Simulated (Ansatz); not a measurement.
Geometry relaxation of Si8O15 (part 1 of 2)

The run: geometry relaxation of Si8O15 (defect cell, 23 atoms in the cell). Method and program: DFT PBE-D3(BJ), scalar-relativistic, plane waves, PAW, PAW set soft_1, no spin polarisation (Ansatz 0.2.0).

The structure derives from an entry of the Crystallography Open Database. It belongs to a series of runs on one base structure; here: end point B relaxed.

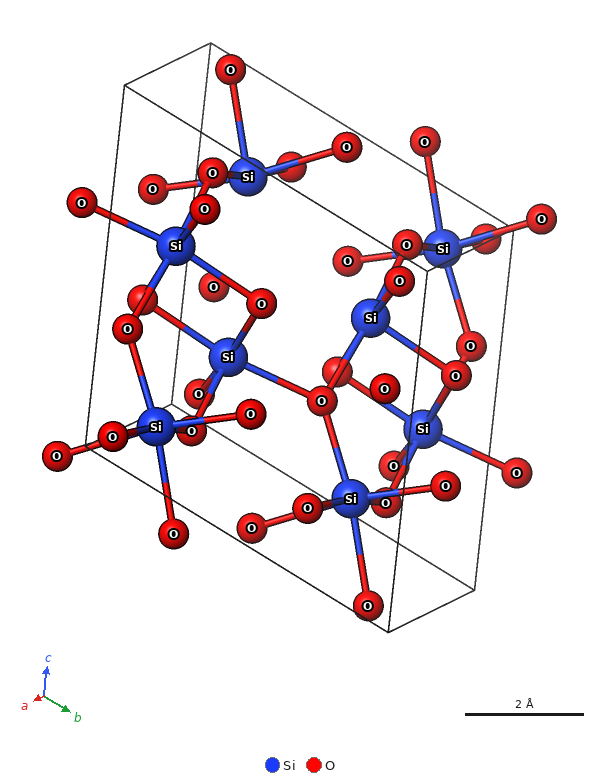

The input geometry (ball-and-stick view of the reduced cell, seen slightly off an axis; bonded neighbours outside the cell are drawn too). An atom can appear more than once, as a periodic image. Near neighbours in the periodic cell (some may lie outside the picture): Si has 6 O at 1.74 to 1.85 Å; Si has 5 O at 1.74 to 1.85 Å; O has 3 Si at 1.74 to 1.85 Å.

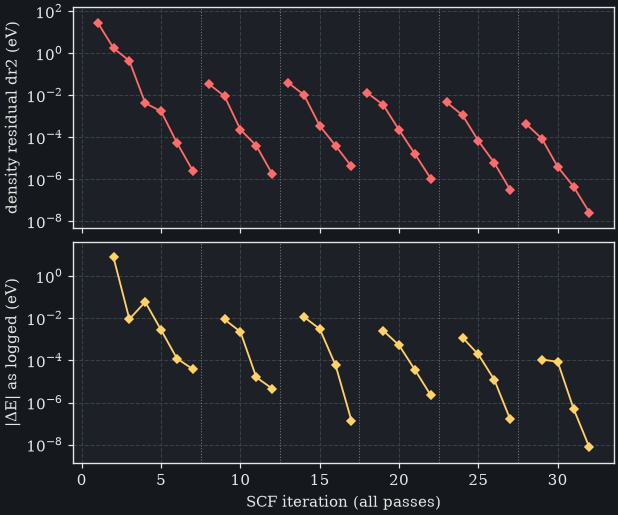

Convergence of the self-consistent field: density residual dr2 and size of the energy change against the SCF iteration. The dotted lines part the SCF passes of the relaxation: geometry steps, rejected trials and re-solves on a re-selected basis. The 6 passes take 5 to 7 iterations each, 32 in all.

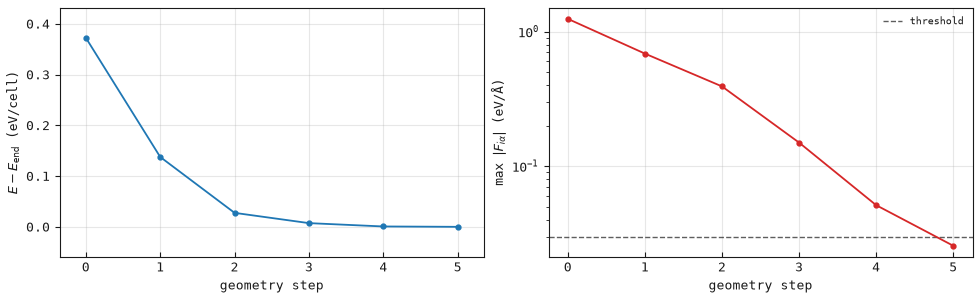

Progress of the relaxation, step by step (the first geometry is step 0 here and step 1 in the log).

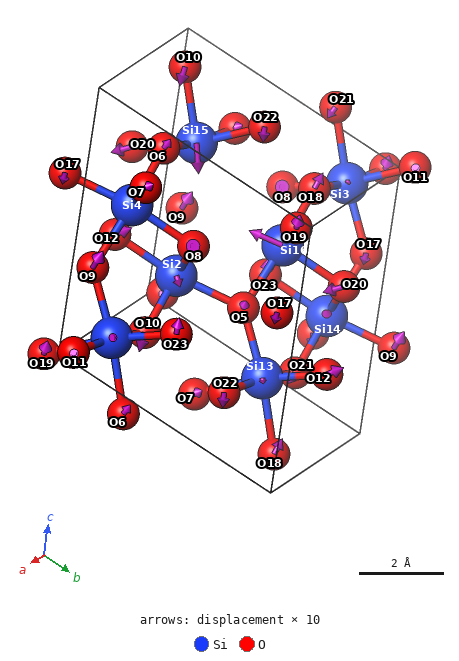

The starting structure with the displacements as pink arrows, magnified 10 times (ball-and-stick view of the reduced cell, with bonded neighbours outside it, seen slightly off an axis). Si16 moves most: 0.089 Å. By element the largest moves are Si 0.089 Å, O 0.061 Å. The cell stays as it was. Among the contacts that change: Si14–O20 1.855 → 1.797 Å, Si16–O20 1.776 → 1.831 Å, Si15–O20 1.742 → 1.796 Å, Si13–O18 1.855 → 1.806 Å. Among the angles that change: O6–Si15–O7 171.0° → 165.1°, Si4–O6–Si15 130.7° → 126.7°, O20–Si15–O22 171.1° → 167.9°. After 5 geometry steps the energy has fallen by 0.373 eV per cell of the calculation. The largest force component goes from 1.2 to 0.026 eV/Å. (Atoms are counted from 1 in the order of the input.)

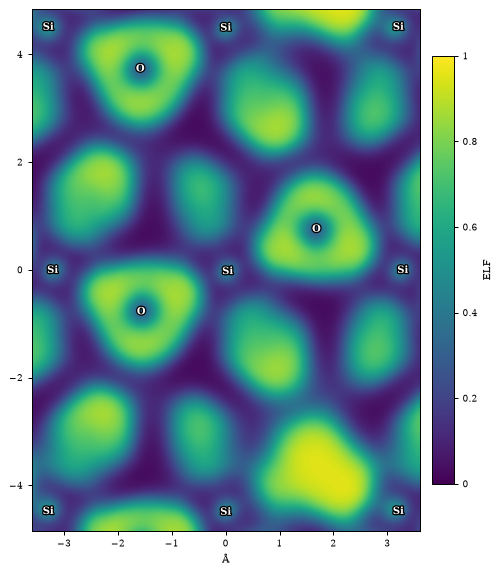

Electron localisation function on the (11̄0) plane of the calculation cell. Atoms in the plane: Si and O. Si–O (1.76 Å): the ELF peaks at about 0.85 between the atoms, which marks a shared but strongly polarised pair. Si–O (1.82 Å): the ELF peaks at about 0.85 between the atoms, which marks a polar covalent bond. Si–O (1.82 Å): the ELF peaks at about 0.85 between the atoms (a polar covalent bond). The fields are those of the smooth PAW valence density.

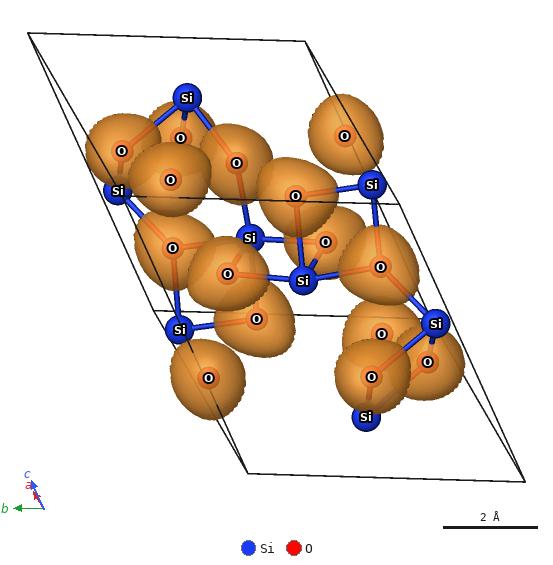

Isosurface of the valence charge density (pseudo) at 0.8 e/Å³ (orange), seen at an oblique angle. Sticks mark near contacts. The outline is the calculation cell. At this value the density breaks into separate islands; it holds about 65 % of the electrons treated as valence. It is pinched off along the Si–O (1.75 Å), Si–O (1.79 Å), Si–O (1.84 Å) and Si–O (1.88 Å) contacts. On the grid the lowest density along these lines, outside the cores, is 0.69 e/Å³ (Si–O, 1.75 Å), 0.63 e/Å³ (Si–O, 1.79 Å), 0.56 e/Å³ (Si–O, 1.84 Å) and 0.49 e/Å³ (Si–O, 1.88 Å).

The input that produced these results follows, with the program's output.

### The input
```yaml
crystal:
  lattice:
    - [0.0, 5.0462, 4.4946]
    - [4.097, 0.0, 4.4946]
    - [4.097, 5.0462, 0.0]
  atoms:
    - { symbol: Si, position: [0.2011, 0.0489, 0.9511] }
    - { symbol: Si, position: [0.2989, 0.4511, 0.0489] }
    - { symbol: Si, position: [0.7989, 0.9511, 0.0489] }
    - { symbol: Si, position: [0.2011, 0.0489, 0.4511] }
    - { symbol: O, position: [0.59525, 0.48615, -0.21975] }
    - { symbol: O, position: [0.26385, 0.15475, 0.61165] }
    - { symbol: O, position: [0.36165, 0.71975, 0.51385] }
    - { symbol: O, position: [0.46975, 0.11165, 0.15475] }
    - { symbol: O, position: [0.09525, 0.98615, 0.28025] }
    - { symbol: O, position: [0.23615, 0.34525, 0.88835] }
    - { symbol: O, position: [0.13835, 0.78025, 0.98615] }
    - { symbol: O, position: [0.03025, 0.38835, 0.34525] }
    - { symbol: Si, position: [0.7011, 0.5489, 0.4511] }
    - { symbol: Si, position: [0.7989, 0.9511, 0.5489] }
    - { symbol: Si, position: [0.2989, 0.4511, 0.5489] }
    - { symbol: Si, position: [0.7011, 0.5489, 0.9511] }
    - { symbol: O, position: [0.90475, 0.01385, 0.71975] }
    - { symbol: O, position: [0.76385, 0.65475, 0.11165] }
    - { symbol: O, position: [0.86165, 0.21975, 0.01385] }
    - { symbol: O, position: [0.96975, 0.61165, 0.65475] }
    - { symbol: O, position: [0.73615, 0.84525, 0.38835] }
    - { symbol: O, position: [0.63835, 0.28025, 0.48615] }
    - { symbol: O, position: [0.53025, 0.88835, 0.84525] }
basis:
  ecutwfc: 420.0
kpoints:
  mp_grid: { grid: [2, 2, 2] }
hamiltonian:
  xc: pbe
  dispersion: d3bj
  pseudopotentials: { kind: paw, azcp: { folder: soft_1 } }
scf:
  occupations: { method: fermi_dirac, width: 0.05 }
  lower_state_search: "off"
relax:
  f_tol: 0.03
  max_steps: 60
  adjacent_minimum: "off"
output:
  write_density: true
  write_potential: true
  elf: true
  volumetric_format: npy
```

Command:
```bash
ansatz run input.yaml --threads 1 --pin off --max-ram 3072MiB --backend cpu --events-out ev --progress --plain --runs-dir out
```

### What the program printed
```
Engine: ansatz 0.2.0, x86_64-unknown-linux-gnu
Pseudopotentials: kind: paw
Pseudopotential: Si, paw, valence charge 4, recommended cutoff 420 eV (normal), [file]
Pseudopotential: O, paw, valence charge 6, recommended cutoff 420 eV (normal), [file]
Functional definition: PBE
  parameter kappa = 0.804
  parameter beta = 0.06672455060314922
  exchange = pbe_x(kappa = kappa, mu = beta*pi^2/3)
  correlation = pbe_c(beta = beta)
Crystal: 23 atoms, lattice volume = 185.845 Å³
Basis set: ecut = 420 eV, 3627 PW (Γ), exchange–correlation on 96×90×90 points (8 copies of the dense FFT grid, shifted against one another)
Bands: 84, of which v1, the nominal top of the filled ones, is band 61 counted from 1 (60 counted from 0)
Symmetry: 1 space group operations
Space group: P1 (ITA 1), of the structure as read, at distance tolerance 5.7e-5 Å
k-points: 8
Non-local potential: Si, projectors of the file, l = 0: 2, l = 1: 2, l = 2: 1
Non-local potential: O, projectors of the file, l = 0: 2, l = 1: 2, l = 2: 1
PAW form: soft (Blöchl's): semilocal exchange-correlation on the pseudo side does not see the compensation charge
PAW one-centre angular grid: Si, 110 points (default); XC on 64 Gauss nodes
PAW one-centre angular grid: O, 110 points (default); XC on 64 Gauss nodes
Initial density: superposition of atomic densities (chi_scale 0.1, normalization cell, long waves kept (reshape's long-wave potential 0.10 eV rms))
Initial wavefunctions: pseudopotential atomic-orbital guess
Functional: x = pbe(κ = 0.804, μ = 0.2195149727645171), c = pbe(β = 0.06672455060314922)
SCF iter   1: F=—  HF=-13628.429725 eV  |F-HF|=—  |Δ(HF+E_count)|=         —  Δρ=1.40e-1  dr2=2.96e1  ethr=3.10e-3  ⟨swp⟩=6.1  Hψ=3038  notcnv=0  defer=88
preconditioner: auto → Resta (q_TF=auto, 2.543 Å⁻¹)  ε∞=3.6  [insulator: Δε(μ)=3.151 eV  Ē_g=18.722 eV  σ=0.050 eV  W_gap=1.00  n_scr=60 (ndim 8)  ℏωp=30.1 eV  f_vac=0.000  D(μ)=0.00/eV (n_scr^D=0)  ε∞_Penn≈3.6]
SCF iter   2: F=—  HF=-13620.700001 eV  |F-HF|=—  |Δ(HF+E_count)|=    7.73e0  Δρ=4.57e-2  dr2=1.78e0  ethr=3.10e-3  ⟨swp⟩=3.0  Hψ=1371  notcnv=0  defer=130
SCF iter   3: F=—  HF=-13620.690878 eV  |F-HF|=—  |Δ(HF+E_count)|=   9.12e-3  Δρ=2.29e-2  dr2=4.42e-1  ethr=1.46e-3  ⟨swp⟩=2.0  Hψ=830  notcnv=0  defer=130
SCF iter   4: F=—  HF=-13620.750431 eV  |F-HF|=—  |Δ(HF+E_count)|=   5.96e-2  Δρ=1.84e-3  dr2=4.29e-3  ethr=3.62e-4  ⟨swp⟩=4.0  Hψ=1126  notcnv=0  defer=130
SCF iter   5: F=—  HF=-13620.753225 eV  |F-HF|=—  |Δ(HF+E_count)|=   2.79e-3  Δρ=1.15e-3  dr2=1.74e-3  ethr=3.52e-6  ⟨swp⟩=2.0  Hψ=1086  notcnv=0  defer=130
SCF iter   6: F=—  HF=-13620.753101 eV  |F-HF|=—  |Δ(HF+E_count)|=   1.23e-4  Δρ=1.96e-4  dr2=5.48e-5  ethr=1.43e-6  ⟨swp⟩=2.0  Hψ=944  notcnv=0  defer=130
SCF iter   7: F=-13620.753142 eV  HF=-13620.753140 eV  |F-HF|=1.72e-6  |Δ(HF+E_count)|=   3.87e-5  Δρ=4.46e-5  dr2=2.58e-6  ethr=1.84e-8  ⟨swp⟩=11.2  Hψ=5825  notcnv=0
SCF 1 converged in 7 iterations: F = -13620.753142 eV  dr2 = 2.58e-6
  greatest PAW one-centre occupation: 0.861 electrons in one spin orbital (limit 2), on the O atom at site 4 (counted from 0), in its partial waves of l = 0
relax step   1: F+E_penalty+E_count = -13620.75314191 eV  Δ(F+E_penalty+E_count) = +0.000e0 eV  max|allowed force component| = 1.242e0 eV/Å  Δτ_max = 0.0000 Å  (7 SCF iters, dr2 threshold 2.25e-5 eV, accepted)
Initial density: handed on by an earlier stage of this run
Initial wavefunctions: those handed on with the density
iter 1 solved again at ethr=2.81e-5 eV; its pass at ethr=3.10e-3 eV (dr2=3.43e-2 eV) is discarded
SCF iter   1: F=—  HF=-13620.999116 eV  |F-HF|=—  |Δ(HF+E_count)|=         —  Δρ=5.85e-3  dr2=3.53e-2  ethr=2.81e-5  ⟨swp⟩=2.0  Hψ=2291  notcnv=0  defer=130
preconditioner: auto → Resta (q_TF=auto, 2.543 Å⁻¹)  ε∞=3.8  [insulator: Δε(μ)=2.998 eV  Ē_g=17.867 eV  σ=0.050 eV  W_gap=1.00  n_scr=60 (ndim 8)  ℏωp=30.1 eV  f_vac=0.000  D(μ)=0.00/eV (n_scr^D=0)  ε∞_Penn≈3.8]
SCF iter   2: F=—  HF=-13620.990306 eV  |F-HF|=—  |Δ(HF+E_count)|=   8.81e-3  Δρ=2.94e-3  dr2=9.09e-3  ethr=2.81e-5  ⟨swp⟩=2.0  Hψ=920  notcnv=0  defer=130
SCF iter   3: F=—  HF=-13620.988018 eV  |F-HF|=—  |Δ(HF+E_count)|=   2.29e-3  Δρ=4.55e-4  dr2=2.35e-4  ethr=7.45e-6  ⟨swp⟩=2.0  Hψ=910  notcnv=0  defer=130
SCF iter   4: F=—  HF=-13620.988002 eV  |F-HF|=—  |Δ(HF+E_count)|=   1.59e-5  Δρ=1.79e-4  dr2=4.01e-5  ethr=7.91e-8  ⟨swp⟩=10.0  Hψ=5408  notcnv=0
SCF iter   5: F=-13620.987997 eV  HF=-13620.987998 eV  |F-HF|=2.34e-7  |Δ(HF+E_count)|=   4.63e-6  Δρ=3.30e-5  dr2=1.83e-6  ethr=3.28e-8  ⟨swp⟩=11.0  Hψ=5556  notcnv=0
SCF 2 converged in 5 iterations: F = -13620.987997 eV  dr2 = 1.83e-6
relax step   2: F+E_penalty+E_count = -13620.98799735 eV  Δ(F+E_penalty+E_count) = -2.349e-1 eV  max|allowed force component| = 6.856e-1 eV/Å  Δτ_max = 0.0367 Å  (5 SCF iters, dr2 threshold 9.65e-5 eV, accepted)
SCF iter   1: F=—  HF=-13621.112973 eV  |F-HF|=—  |Δ(HF+E_count)|=         —  Δρ=5.80e-3  dr2=4.06e-2  ethr=2.39e-4  ⟨swp⟩=5.2  Hψ=1634  notcnv=0  defer=130
preconditioner: auto → Resta (q_TF=auto, 2.543 Å⁻¹)  ε∞=3.8  [insulator: Δε(μ)=3.069 eV  Ē_g=17.822 eV  σ=0.050 eV  W_gap=1.00  n_scr=60 (ndim 8)  ℏωp=30.1 eV  f_vac=0.000  D(μ)=0.00/eV (n_scr^D=0)  ε∞_Penn≈3.8]
SCF iter   2: F=—  HF=-13621.101371 eV  |F-HF|=—  |Δ(HF+E_count)|=   1.16e-2  Δρ=2.93e-3  dr2=1.07e-2  ethr=3.32e-5  ⟨swp⟩=1.4  Hψ=913  notcnv=0  defer=130
SCF iter   3: F=—  HF=-13621.098230 eV  |F-HF|=—  |Δ(HF+E_count)|=   3.14e-3  Δρ=5.72e-4  dr2=3.56e-4  ethr=8.76e-6  ⟨swp⟩=2.0  Hψ=914  notcnv=0  defer=130
SCF iter   4: F=—  HF=-13621.098171 eV  |F-HF|=—  |Δ(HF+E_count)|=   5.88e-5  Δρ=1.93e-4  dr2=3.98e-5  ethr=2.92e-7  ⟨swp⟩=2.0  Hψ=1011  notcnv=0  defer=130
SCF iter   5: F=-13621.098169 eV  HF=-13621.098171 eV  |F-HF|=1.68e-6  |Δ(HF+E_count)|=   1.38e-7  Δρ=5.36e-5  dr2=4.16e-6  ethr=2.41e-8  ⟨swp⟩=10.9  Hψ=5546  notcnv=0
SCF 3 converged in 5 iterations: F = -13621.098169 eV  dr2 = 4.16e-6
relax step   3: F+E_penalty+E_count = -13621.09816935 eV  Δ(F+E_penalty+E_count) = -1.102e-1 eV  max|allowed force component| = 3.912e-1 eV/Å  Δτ_max = 0.0339 Å  (5 SCF iters, dr2 threshold 2.94e-5 eV, accepted)
SCF iter   1: F=—  HF=-13621.121579 eV  |F-HF|=—  |Δ(HF+E_count)|=         —  Δρ=3.52e-3  dr2=1.31e-2  ethr=2.62e-4  ⟨swp⟩=4.5  Hψ=1519  notcnv=0  defer=134
preconditioner: auto → Resta (q_TF=auto, 2.543 Å⁻¹)  ε∞=3.8  [insulator: Δε(μ)=3.122 eV  Ē_g=17.822 eV  σ=0.050 eV  W_gap=1.00  n_scr=60 (ndim 8)  ℏωp=30.1 eV  f_vac=0.000  D(μ)=0.00/eV (n_scr^D=0)  ε∞_Penn≈3.8]
SCF iter   2: F=—  HF=-13621.118968 eV  |F-HF|=—  |Δ(HF+E_count)|=   2.61e-3  Δρ=1.84e-3  dr2=3.53e-3  ethr=1.08e-5  ⟨swp⟩=2.5  Hψ=1140  notcnv=0  defer=134
SCF iter   3: F=—  HF=-13621.118440 eV  |F-HF|=—  |Δ(HF+E_count)|=   5.28e-4  Δρ=4.34e-4  dr2=2.25e-4  ethr=2.89e-6  ⟨swp⟩=2.0  Hψ=905  notcnv=0  defer=134
SCF iter   4: F=—  HF=-13621.118404 eV  |F-HF|=—  |Δ(HF+E_count)|=   3.57e-5  Δρ=1.23e-4  dr2=1.61e-5  ethr=3.82e-8  ⟨swp⟩=9.9  Hψ=5404  notcnv=0
SCF iter   5: F=-13621.118406 eV  HF=-13621.118406 eV  |F-HF|=3.80e-7  |Δ(HF+E_count)|=   2.22e-6  Δρ=2.56e-5  dr2=1.09e-6  ethr=1.32e-8  ⟨swp⟩=10.6  Hψ=4705  notcnv=0
SCF 4 converged in 5 iterations: F = -13621.118406 eV  dr2 = 1.09e-6
  Residual-converged pass: ⟨swp⟩=1.0  Hψ=704  notcnv=0  max |occ|·‖R‖ = 6.7e-9 eV (tolerance 1.0e-8 eV)  dr2=1.09e-6  dr2_onsite=4.57e-8  max |Δocc| = 5.9e-24
relax step   4: F+E_penalty+E_count = -13621.11840603 eV  Δ(F+E_penalty+E_count) = -2.024e-2 eV  max|allowed force component| = 1.496e-1 eV/Å  Δτ_max = 0.0355 Å  (5 SCF iters, dr2 threshold 4.66e-5 eV, accepted)
SCF iter   1: F=—  HF=-13621.126421 eV  |F-HF|=—  |Δ(HF+E_count)|=         —  Δρ=1.87e-3  dr2=4.65e-3  ethr=1.50e-5  ⟨swp⟩=3.9  Hψ=1448  notcnv=0  defer=132
preconditioner: auto → Resta (q_TF=auto, 2.543 Å⁻¹)  ε∞=3.8  [insulator: Δε(μ)=3.113 eV  Ē_g=17.827 eV  σ=0.050 eV  W_gap=1.00  n_scr=60 (ndim 8)  ℏωp=30.1 eV  f_vac=0.000  D(μ)=0.00/eV (n_scr^D=0)  ε∞_Penn≈3.8]
SCF iter   2: F=—  HF=-13621.125198 eV  |F-HF|=—  |Δ(HF+E_count)|=   1.22e-3  Δρ=9.39e-4  dr2=1.14e-3  ethr=3.81e-6  ⟨swp⟩=1.1  Hψ=821  notcnv=0  defer=132
SCF iter   3: F=—  HF=-13621.125006 eV  |F-HF|=—  |Δ(HF+E_count)|=   1.92e-4  Δρ=2.34e-4  dr2=6.79e-5  ethr=9.35e-7  ⟨swp⟩=2.0  Hψ=908  notcnv=0  defer=132
SCF iter   4: F=—  HF=-13621.124994 eV  |F-HF|=—  |Δ(HF+E_count)|=   1.23e-5  Δρ=7.19e-5  dr2=6.23e-6  ethr=5.56e-8  ⟨swp⟩=2.0  Hψ=990  notcnv=0  defer=132
SCF iter   5: F=-13621.124994 eV  HF=-13621.124994 eV  |F-HF|=6.48e-8  |Δ(HF+E_count)|=   1.65e-7  Δρ=1.38e-5  dr2=3.19e-7  ethr=2.68e-9  ⟨swp⟩=10.4  Hψ=4562  notcnv=0
SCF 5 converged in 5 iterations: F = -13621.124994 eV  dr2 = 3.19e-7
relax step   5: F+E_penalty+E_count = -13621.12499369 eV  Δ(F+E_penalty+E_count) = -6.588e-3 eV  max|allowed force component| = 5.129e-2 eV/Å  Δτ_max = 0.0111 Å  (5 SCF iters, dr2 threshold 3.27e-6 eV, accepted)
SCF iter   1: F=—  HF=-13621.125730 eV  |F-HF|=—  |Δ(HF+E_count)|=         —  Δρ=5.04e-4  dr2=4.43e-4  ethr=3.78e-6  ⟨swp⟩=2.5  Hψ=1386  notcnv=0  defer=132
preconditioner: auto → Resta (q_TF=auto, 2.543 Å⁻¹)  ε∞=3.8  [insulator: Δε(μ)=3.125 eV  Ē_g=17.826 eV  σ=0.050 eV  W_gap=1.00  n_scr=60 (ndim 8)  ℏωp=30.1 eV  f_vac=0.000  D(μ)=0.00/eV (n_scr^D=0)  ε∞_Penn≈3.8]
SCF iter   2: F=—  HF=-13621.125620 eV  |F-HF|=—  |Δ(HF+E_count)|=   1.10e-4  Δρ=2.39e-4  dr2=8.71e-5  ethr=3.63e-7  ⟨swp⟩=2.0  Hψ=1077  notcnv=0  defer=132
SCF iter   3: F=—  HF=-13621.125707 eV  |F-HF|=—  |Δ(HF+E_count)|=   8.70e-5  Δρ=5.80e-5  dr2=3.96e-6  ethr=7.14e-8  ⟨swp⟩=2.0  Hψ=908  notcnv=0  defer=132
SCF iter   4: F=—  HF=-13621.125707 eV  |F-HF|=—  |Δ(HF+E_count)|=   5.14e-7  Δρ=1.88e-5  dr2=4.52e-7  ethr=3.25e-9  ⟨swp⟩=2.0  Hψ=946  notcnv=0  defer=132
SCF iter   5: F=-13621.125707 eV  HF=-13621.125707 eV  |F-HF|=3.97e-9  |Δ(HF+E_count)|=   7.42e-9  Δρ=3.74e-6  dr2=2.63e-8  ethr=8.20e-11  ⟨swp⟩=9.1  Hψ=4061  notcnv=0
SCF 6 converged in 5 iterations: F = -13621.125707 eV  dr2 = 2.63e-8
relax step   6: F+E_penalty+E_count = -13621.12570662 eV  Δ(F+E_penalty+E_count) = -7.129e-4 eV  max|allowed force component| = 2.562e-2 eV/Å  Δτ_max = 0.0045 Å  (5 SCF iters, accepted)
NSCF: frozen V_eff on 8 k-points
the band table was solved once a step of the walk had ended and its energy, with any forces and stress, was formed, with the checks that follow a solve (3930 applications of the Hamiltonian). They found nothing against the state; the energy, forces and stress were not computed again (output.eigenvalues in the input reference)
SCF converged after 5 iterations
Free energy (F): -13621.125707 eV
Harris-Foulkes:  -13621.125707 eV  (|F-HF|=3.97e-9)
Internal energy: -13621.125707 eV  (E = F + TS)
E sigma→0 (E₀):  -13621.125707 eV
Fermi energy:    12.871361 eV
--- Per-component energies (eV) ---
  E_band       = 229.067579
  E_kinetic    = 2963.016746
  E_local      = -4749.232741  (includes V_loc(G=0)·N_el)
  E_nonlocal   = 945.308325
  E_hartree    = 1766.902804
  E_xc         = -1544.979755
  E_vxc        = -1782.095855  (∫ρ·V_xc dr)
  E_paw        = -6547.393566  (= ΣΔE_a)
  E_vpaw       = -681.749036  (= ΣTr[D̂ρ^β])
  E_aug_tail   = 0.012119  (compensation charges beyond the density's cutoff)
  E_ewald      = -6449.265674
  E_disp       = -5.493963  (pairwise vdW)
  E_smearing   = -0.000000  (= −TS)
  E_closure    = 0.000000  (closes the sum)
  Σ components = -13621.125707   (vs F -13621.125707, Δ=0.00e0)
```
